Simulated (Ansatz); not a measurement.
## Electronic structure of GaP2 in real space

Input

```
crystal:
  lattice:
    - [2.5564090763, 0.0, 0.0]
    - [0.0, 2.5564090763, 0.0]
    - [0.0, 0.0, 7.7619091023]
  atoms:
    - { symbol: Ga, position: [0.0, 0.0, 0.5] }
    - { symbol: P, position: [0.0, 0.0, 0.8528867721] }
    - { symbol: P, position: [0.0, 0.0, 0.1471132279] }
basis:
  ecutwfc: 420
kpoints:
  mp_grid: { grid: [18, 18, 6] }
  band_path:
    path:
      - [[0.0, 0.0, 0.0], [0.0, 0.5, 0.0], [0.5, 0.5, 0.0], [0.0, 0.0, 0.0], [0.0, 0.0, 0.5], [0.0, 0.5, 0.5], [0.5, 0.5, 0.5], [0.0, 0.0, 0.5]]
      - [[0.0, 0.5, 0.0], [0.0, 0.5, 0.5]]
      - [[0.5, 0.5, 0.0], [0.5, 0.5, 0.5]]
    npoints: 14
hamiltonian:
  xc: pbe
scf:
  occupations: { method: gaussian, width: 0.1 }
  n_extra_bands: 7
output:
  forces: true
  stress: true
  eigenvalues: true
  populations: true
  dos: { projected: true, de: 0.02, nscf_kmesh: { grid: [22, 22, 8] } }
  bader: true
  write_density: true
  write_potential: true
  elf: true
  volumetric_format: npy
```

Command:

```sh
ansatz run input.yaml --threads 1 --pin off --max-ram 2560MiB --backend cpu --events-out ev --progress --plain --runs-dir out
```

Below, planes, directions and counts refer to the conventional cell (a = 2.56 Å, b = 2.56 Å, c = 7.76 Å, α = 90.00°, β = 90.00°, γ = 90.00°).

Space group P4/mmm; a structure generated by program, which may or may not match a known phase; computed without spin polarisation.

The calculation used DFT PBE, scalar-relativistic, plane waves, PAW (Ansatz).

The density is the valence pseudo-density of a PAW calculation; it isn't the true density close to the nuclei.

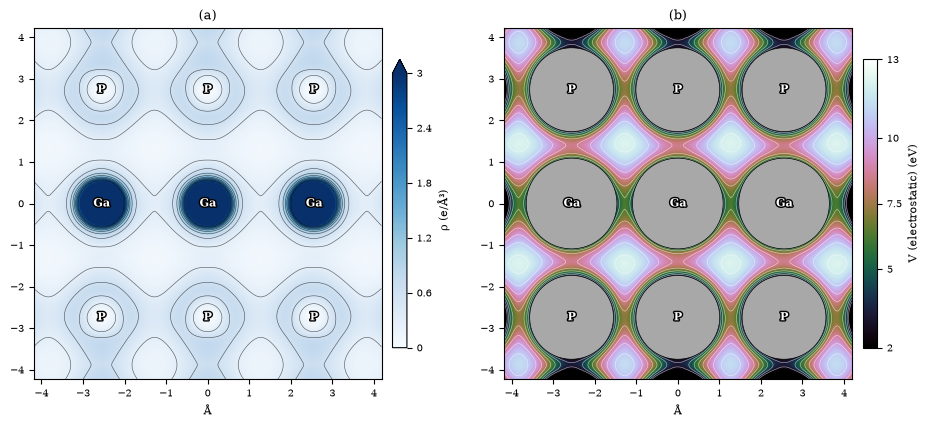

Figure 1. (a) valence pseudo-density; (b) electrostatic potential (local pseudopotential plus Hartree) felt by an electron on the (010) plane of the conventional cell. Grey discs cover the atomic cores in the potential map.

Read the bonding off the picture.

Answer. The section cuts through Ga and P sites. Ga–Ga (2.56 Å): the density is about 0.31 e/Å³ at the midpoint. Ga–P (2.74 Å): ρ is about 0.28 e/Å³ halfway, with its minimum of 0.25 e/Å³ about 1.1 Å from Ga. Between the atoms the lowest density in this plane is 0.09 e/Å³. Outside the cores the potential energy rises away from the atoms and is highest about 1.8 Å from the nearest atoms; its zero is arbitrary.

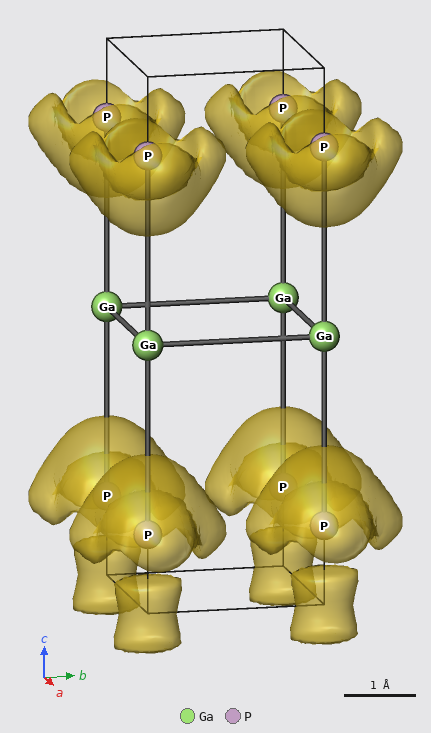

Figure 2. Isosurface of the electron localisation function at 0.75 (yellow), seen slightly off an axis. Core shells and regions of very low density are left out. Sticks mark near contacts.

What do the ELF domains correspond to?

Answer. The ELF exceeds this value in one region between bonded P–P atoms and two regions wrapped around P (the valence shell of each), counted in one cell of 3 atoms. Any copies at cell faces, edges or corners count once. Profiles from the grid: P–P (2.28 Å): the ELF peaks at about 0.90 between the atoms. Ga–Ga (2.56 Å): the ELF reaches about 0.55 near the midpoint.

Metal or insulator at this level of theory?

Answer. It is metallic or semimetallic at this level of theory: no gap opens.

What Bader charges does the calculation give?

Answer. Electrons move from Ga towards P. Bader charges: Ga +0.17 and P −0.09 e.
